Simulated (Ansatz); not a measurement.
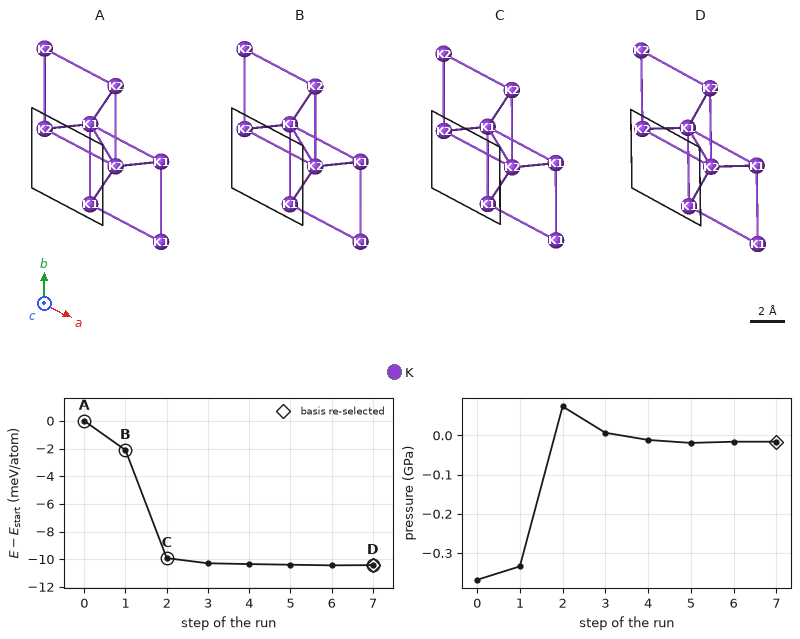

Frames of a relaxation of solid K (set up in Cmcm), marked on the history of the run. The picture is a ball-and-stick view of the cell of the calculation, repeated 2 × 2 × 1 with one cell outlined, seen along the c axis.

These are results of Ansatz, DFT PBE+D3(BJ), scalar-relativistic, plane waves, PAW, not measurements.

The input:
```yaml
crystal:
  lattice:
    - [2.43796235, -4.04761045, 0.0]
    - [2.43796235, 4.04761045, 0.0]
    - [0.0, 0.0, 7.81179801]
  atoms:
    - { symbol: K, position: [0.82061302, 0.17938698, 0.25] }
    - { symbol: K, position: [0.17938698, 0.82061302, 0.75] }
basis:
  ecutwfc: 420
kpoints:
  mp_grid: { grid: [10, 10, 6] }
hamiltonian:
  xc: pbe
  dispersion: d3bj
scf:
  occupations: { method: gaussian, width: 0.1 }
output:
  forces: true
  stress: true
  eigenvalues: true
  write_density: true
  write_potential: true
  elf: true
  volumetric_format: npy
relax:
  adjacent_minimum: "off"
  f_tol: 0.005
  max_steps: 80
  cell: { stress_tol: 0.05 }
```

Launched with:
```bash
ansatz run input.yaml --threads 1 --pin off --max-ram 2560MiB --backend cpu --events-out ev --progress --plain --runs-dir out
```

Describe the path.

After 6 accepted moves (7 points after the start) the energy has fallen by 10.4 meV per atom. Largest force component: 0.0017 eV/Å at the start, 0.0014 eV/Å at the end. The pressure goes from −0.37 to −0.02 GPa. The SCF was repeated once at an unchanged geometry on a basis and grid sized afresh for the cell, which shifted the energy by less than 0.05 meV per atom at most. The largest moves relative to the cell, 0.097 Å, are those of K1 and K2. K1 goes along [1 −1 0]. Cell: a = b 4.725 → 4.621 Å (−2.2 %), c 7.812 → 7.478 Å (−4.3 %), γ 117.9° → 119.7°. Volume −10.0 %. Among the contacts that change: K1–K2 4.867 → 4.595 Å, K1–K2 (another image) 4.744 → 4.596 Å, K1–K1 4.725 → 4.621 Å. The space group stays Cmcm (No. 63). The run took 110 s on 1 thread of Arm Neoverse V2, with other jobs on the host, peak memory 0.53 GiB. From step 0 to 1: volume −1.2 %, energy −2.1 meV per atom. From step 1 to 2: volume −10.8 %, energy −7.8 meV per atom. From step 2 to 7: K atoms move most (0.09 Å), volume +2.2 %, energy −0.5 meV per atom.

```csv
step,"E − E(0), meV/atom","largest force component, eV/Å","pressure, GPa","volume, Å³/atom",note
0,0.00,0.0017,-0.37,77.086,
1,-2.11,0.0018,-0.33,76.132,
2,-9.92,0.0029,0.07,67.886,
3,-10.29,0.0020,0.01,68.972,
4,-10.35,0.0012,-0.01,69.285,
5,-10.40,0.0001,-0.02,69.418,
6,-10.44,0.0014,-0.02,69.368,
7,-10.42,0.0014,-0.02,69.368,"same geometry, new basis"
```
